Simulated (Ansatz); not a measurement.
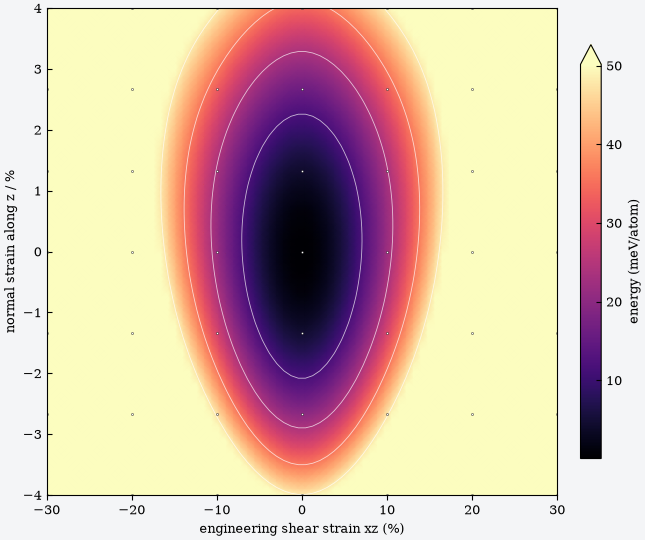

TaN (Fm-3m, No. 225; 2 atoms in the cell). The energy is mapped over two homogeneous strains (x, y and z along the cube axes). First axis: engineering shear strain xz. Second axis: normal strain along z. Nothing is relaxed (symmetry fixes all fractional coordinates). Grid: 7 × 7 points; 28 points were computed and 21 follow by symmetry. Points are written as (first, second). Energies: meV/atom, counted from the lowest grid point. Level of theory: DFT PBEsol, scalar-relativistic, plane waves, PAW in Ansatz 0.2.0. Settings: cutoff 520 eV, k-mesh 18×18×18, gaussian smearing 0.15 eV, no spin polarisation.

The picture shows a smooth colour map with a few white contour lines, dots at the grid points, one colour for all values above the top of the scale. Between grid points the surface is interpolated.

Question: Where is the minimum, and how stiff is the crystal against these two strains (in GPa)?

Answer: The interpolated minimum is at 0.0 % and 0.0 %. Divided by the cell volume of 20.9 Å³, the second derivatives of the energy there are about 88 GPa along the first strain and 780 GPa along the second, with a cross term of about 0 GPa (clamped ions). Round the minimum the two coordinates are nearly uncoupled.

PAW datasets: the set soft_1.
